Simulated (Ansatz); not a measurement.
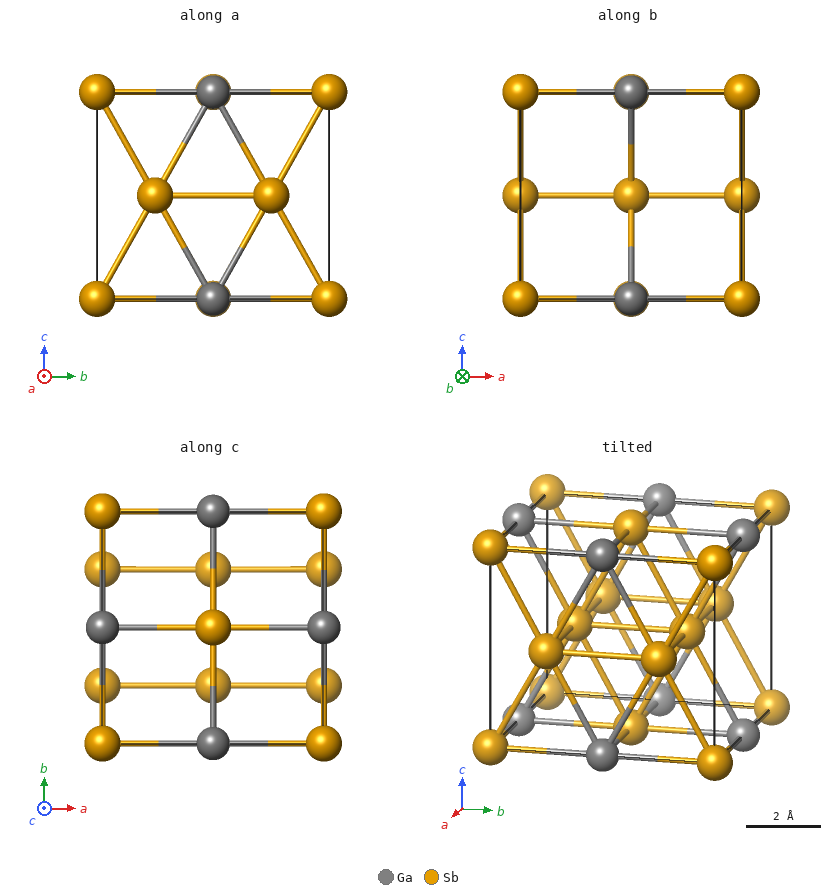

The figure gives a ball-and-stick picture of the atoms, viewed along the a axis, along the b axis, along the c axis and slightly off an axis. The edges of the conventional unit cell are marked.

Lattice parameters: a = 6.0435 Å, b = 6.3369 Å, c = 5.6444 Å, α = 90.000°, β = 90.000°, γ = 90.000°.

Transcribe the picture into a CIF in P1 with every atom of the cell.

Answer.
```cif
data_structure
_symmetry_space_group_name_H-M 'P 1'
_symmetry_Int_Tables_number 1
_cell_length_a 6.0435
_cell_length_b 6.3369
_cell_length_c 5.6444
_cell_angle_alpha 90.000
_cell_angle_beta 90.000
_cell_angle_gamma 90.000
_cell_volume 216.16
loop_
_atom_site_label
_atom_site_type_symbol
_atom_site_fract_x
_atom_site_fract_y
_atom_site_fract_z
_atom_site_occupancy
Ga1 Ga 0.5000 0.0000 0.0000 1
Sb1 Sb 0.5000 0.7496 0.5000 1
Sb2 Sb 0.5000 0.2504 0.5000 1
Sb3 Sb 0.0000 0.0000 0.0000 1
Ga2 Ga 0.0000 0.5000 0.0000 1
Sb4 Sb 0.0000 0.2496 0.5000 1
Sb5 Sb 0.0000 0.7504 0.5000 1
Sb6 Sb 0.5000 0.5000 0.0000 1
```

Its origin is a random cell made by a generator, so it need not be a real form of the compound. The picture shows the end point of a geometry optimisation with DFT PBE, scalar-relativistic, plane waves, PAW in Ansatz 0.2.0.
